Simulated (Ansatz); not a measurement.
**Pb: a changed input and its effect**

System: Pb (P6₃/mmc, 2 atoms in the cell).
Method of run A: Kohn-Sham DFT of a periodic cell, PBE, all-electron LAPW, scalar-relativistic, no spin polarisation (Ansatz 0.2.0).

The structure derives from an entry of the Crystallography Open Database. Text and figures count atoms from 1; the logs count them from 0 in places.

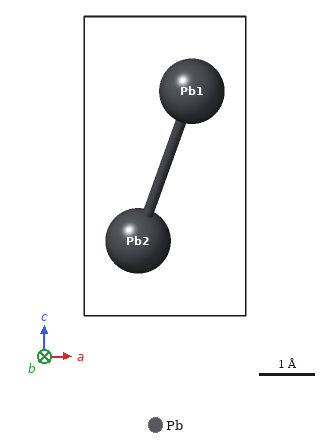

The structure (ball-and-stick view of the cell of the calculation, along the b axis; atoms are numbered from 1 in the order of the input). Near neighbours in the crystal (not all of them lie inside the picture): Pb has 12 Pb at 3.37 to 3.41 Å.

**Input file, run A**
```yaml
crystal:
  lattice:
    - [3.4089596583, 0.0, 0.0]
    - [-1.7044798292, 2.9522456646, 0.0]
    - [0.0, 0.0, 5.4758863477]
  atoms:
    - { symbol: Pb, position: [0.6666666667, 0.3333333333, 0.75] }
    - { symbol: Pb, position: [0.3333333333, 0.6666666667, 0.25] }
kpoints:
  mp_grid: { grid: [9, 9, 5] }
scf:
  occupations: { method: fermi_dirac, width: 0.05 }
hamiltonian:
  xc: pbe
  pseudopotentials: { kind: all_electron, lapw: { basis_error: 0.0005 } }
output:
  forces: true
  stress: true
  eigenvalues: true
```

Launched with:
```bash
ansatz run input.yaml --threads 1 --pin off --max-ram 3072MiB --backend cpu --events-out ev --progress --plain --runs-dir out
```

Hardware: 1 thread of Arm Neoverse V1, 24 GiB of memory available, shared host.

**Output, shortened to warnings, some set-up lines, iterations and results (run A)**
```
Basis set: ecut = 183.46209250889044 eV, 313 PW (Γ), exchange–correlation at level 2
Symmetry: 24 space group operations
k-points: 36 of 405
Initial density: superposition of atomic densities (chi_scale 0.1, normalization cell)
[...]
SCF iter   1: F=—  HF=-1136132.981197 eV  |F-HF|=—  |Δ(HF+E_count)|=         —  Δρ=3.68e-3  dr2=6.43e-3  ethr=8.88e-6  ⟨swp⟩=3.8  Hψ=10452  notcnv=0
SCF iter   2: F=—  HF=-1136132.973447 eV  |F-HF|=—  |Δ(HF+E_count)|=   7.75e-3  Δρ=9.12e-4  dr2=2.38e-4  ethr=3.31e-7  ⟨swp⟩=2.0  Hψ=8195  notcnv=0
SCF iter   3: F=—  HF=-1136132.952368 eV  |F-HF|=—  |Δ(HF+E_count)|=   2.11e-2  Δρ=6.52e-4  dr2=1.49e-4  ethr=3.31e-7  ⟨swp⟩=3.0  Hψ=5164  notcnv=0
SCF iter   4: F=—  HF=-1136132.951598 eV  |F-HF|=—  |Δ(HF+E_count)|=   7.70e-4  Δρ=2.51e-4  dr2=2.13e-5  ethr=2.06e-7  ⟨swp⟩=2.0  Hψ=4653  notcnv=0
SCF iter   5: F=—  HF=-1136132.951603 eV  |F-HF|=—  |Δ(HF+E_count)|=   4.84e-6  Δρ=6.91e-5  dr2=1.52e-6  ethr=2.96e-8  ⟨swp⟩=3.0  Hψ=4731  notcnv=0
SCF iter   6: F=-1136132.951605 eV  HF=-1136132.951605 eV  |F-HF|=3.19e-8  |Δ(HF+E_count)|=   2.67e-6  Δρ=7.16e-6  dr2=1.50e-8  ethr=2.11e-9  ⟨swp⟩=3.0  Hψ=4793  notcnv=0
SCF 1 converged in 6 iterations: F = -1136132.951605 eV  dr2 = 1.50e-8
SCF converged after 6 iterations
Free energy (F): -1136132.951605 eV
Harris-Foulkes:  -1136132.951605 eV  (|F-HF|=3.19e-8)
Internal energy: -1136132.943101 eV  (E = F + TS)
E sigma→0 (E₀):  -1136132.947353 eV
Entropy (-TS):   -0.008504 eV (-4.252 meV/atom)
Fermi energy:    17.599218 eV
--- Per-component energies (eV) ---
  E_band       = -4254.975278
  E_kinetic    = 1309948.917024
  E_xc         = -21162.828780
  E_electrostatic = -2424919.031345  (all electrons and nuclei)
  E_smearing   = -0.008504  (= −TS)
  E_closure    = 0.000000  (closes the sum)
  E_atoms      = -1136126.086703  (free atoms, spherical and without spin; not in F)
  Σ components = -1136132.951605   (vs F -1136132.951605, Δ=0.00e0)
  Basis errors (estimates in eV, not in F): energy 9.6e-5 per atom: plane waves 9.0e-5 (6.5e-5 summed), levels above the bands 1.8e-106, relativity 7.7e-9, radial functions 5.6e-6, core shells 3.8e-9; eigenvalues (radial functions only) 1.5e-5; not estimated: angular momenta, meshes, grids; target …
--- Forces (eV/Å), atoms counted from 1 ---
  atom   1  Pb     0.00000000     0.00000000     0.00000000
  atom   2  Pb     0.00000000    -0.00000000    -0.00000000
  max |Σ_I F_I| component: 3.47e-18 eV/Å
--- Stress (GPa, compression-positive) ---
        6.552880       0.000000       0.000000
       -0.000000       6.552880       0.000000
        0.000000       0.000000      11.560063
  P = ⅓ Tr σ = 8.2219 GPa (82.219 kbar)
```

The input of run B differs as follows (lines with − go, lines with + come):
```diff
-    - [3.4089596583, 0.0, 0.0]
-    - [-1.7044798292, 2.9522456646, 0.0]
-    - [0.0, 0.0, 5.4758863477]
+    - [3.5030470293, 0.0, 0.0]
+    - [-1.7515235146, 3.033727718, 0.0]
+    - [0.0, 0.0, 5.6270209464]
```

Predict how the results change.

With the same functional and potentials, run B lies 79.7 meV per atom lower. The pressure goes from 8.22 to 3.08 GPa. The volume per atom goes from 27.55 to 29.90 Å³. The cell is scaled evenly with the atoms at fixed fractional positions, so −ΔP/Δ ln V estimates the bulk modulus midway between the two volumes: about 63 GPa. The number of SCF iterations is the same.

**Output, shortened to warnings, some set-up lines, iterations and results (run B)**
```
Basis set: ecut = 171.24014636700073 eV, 313 PW (Γ), exchange–correlation at level 2
Symmetry: 24 space group operations
k-points: 36 of 405
Initial density: superposition of atomic densities (chi_scale 0.1, normalization cell)
[...]
SCF iter   1: F=—  HF=-1136133.135901 eV  |F-HF|=—  |Δ(HF+E_count)|=         —  Δρ=3.47e-3  dr2=6.67e-3  ethr=9.20e-6  ⟨swp⟩=3.9  Hψ=10425  notcnv=0
SCF iter   2: F=—  HF=-1136133.127392 eV  |F-HF|=—  |Δ(HF+E_count)|=   8.51e-3  Δρ=1.15e-3  dr2=5.28e-4  ethr=7.33e-7  ⟨swp⟩=2.0  Hψ=8153  notcnv=0
SCF iter   3: F=—  HF=-1136133.111797 eV  |F-HF|=—  |Δ(HF+E_count)|=   1.56e-2  Δρ=7.37e-4  dr2=2.37e-4  ethr=7.33e-7  ⟨swp⟩=3.0  Hψ=5048  notcnv=0
SCF iter   4: F=—  HF=-1136133.110986 eV  |F-HF|=—  |Δ(HF+E_count)|=   8.11e-4  Δρ=2.85e-4  dr2=3.57e-5  ethr=3.29e-7  ⟨swp⟩=2.0  Hψ=4653  notcnv=0
SCF iter   5: F=—  HF=-1136133.110992 eV  |F-HF|=—  |Δ(HF+E_count)|=   6.38e-6  Δρ=7.80e-5  dr2=2.63e-6  ethr=4.95e-8  ⟨swp⟩=2.9  Hψ=4724  notcnv=0
SCF iter   6: F=-1136133.110996 eV  HF=-1136133.110996 eV  |F-HF|=7.01e-8  |Δ(HF+E_count)|=   4.23e-6  Δρ=9.62e-6  dr2=4.16e-8  ethr=3.65e-9  ⟨swp⟩=3.0  Hψ=4786  notcnv=0
SCF 1 converged in 6 iterations: F = -1136133.110996 eV  dr2 = 4.16e-8
SCF converged after 6 iterations
Free energy (F): -1136133.110996 eV
Harris-Foulkes:  -1136133.110996 eV  (|F-HF|=7.01e-8)
Internal energy: -1136133.099576 eV  (E = F + TS)
E sigma→0 (E₀):  -1136133.105286 eV
Entropy (-TS):   -0.011421 eV (-5.710 meV/atom)
Fermi energy:    15.900504 eV
--- Per-component energies (eV) ---
  E_band       = -4372.930248
  E_kinetic    = 1309944.041032
  E_xc         = -21161.556186
  E_electrostatic = -2424915.584422  (all electrons and nuclei)
  E_smearing   = -0.011421  (= −TS)
  E_closure    = 0.000000  (closes the sum)
  E_atoms      = -1136126.086703  (free atoms, spherical and without spin; not in F)
  Σ components = -1136133.110996   (vs F -1136133.110996, Δ=0.00e0)
  Basis errors (estimates in eV, not in F): energy 9.5e-5 per atom: plane waves 9.0e-5 (6.4e-5 summed), levels above the bands 7.3e-102, relativity 2.5e-9, radial functions 5.1e-6, core shells 1.5e-9; eigenvalues (radial functions only) 1.2e-5; not estimated: angular momenta, meshes, grids; target …
--- Forces (eV/Å), atoms counted from 1 ---
  atom   1  Pb    -0.00000000     0.00000000     0.00000000
  atom   2  Pb     0.00000000    -0.00000000     0.00000000
  max |Σ_I F_I| component: 2.31e-18 eV/Å
--- Stress (GPa, compression-positive) ---
        1.930969      -0.000000       0.000000
       -0.000000       1.930969       0.000000
        0.000000       0.000000       5.366231
  P = ⅓ Tr σ = 3.0761 GPa (30.761 kbar)
```

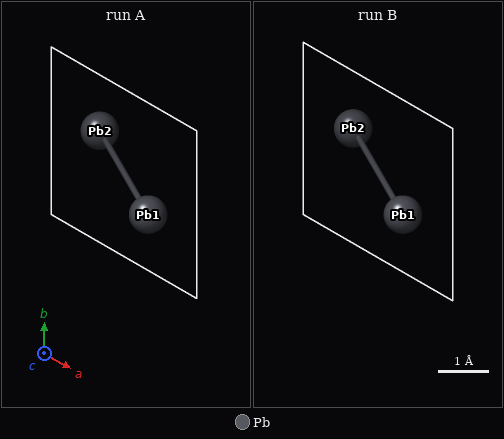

The two input geometries at one scale (ball-and-stick view of the cell of the calculation, along the c axis). No atom moves by more than 0.005 Å relative to the cell. The drawn cell changes as follows: a = b 3.409 → 3.503 Å (+2.8 %), c 5.476 → 5.627 Å (+2.8 %); the volume changes by +8.5 %. Among the contacts that change: Pb1–Pb1 3.409 → 3.503 Å, Pb1–Pb2 3.372 → 3.465 Å.

**The two runs side by side**

| quantity | run A | run B |
| --- | --- | --- |
| outcome | converged | converged |
| free energy per atom (eV) | −568066.4758 | −568066.5555 |
| energy per atom, smearing taken to zero (eV) | −568066.4737 | −568066.5526 |
| gap on the mesh (eV) | 0.00 | 0.00 |
| pressure (GPa) | 8.22 | 3.08 |
| volume per atom (Å³) | 27.55 | 29.90 |
| largest force (eV/Å) | 0.000 | 0.000 |
| SCF iterations | 6 | 6 |
| irreducible k-points | 36 | 36 |
| plane waves at Γ | 313 | 313 |
| wall time (shared host) | 14 s | 14 s |

For both runs: Spin–orbit coupling is left out, which matters for Pb.
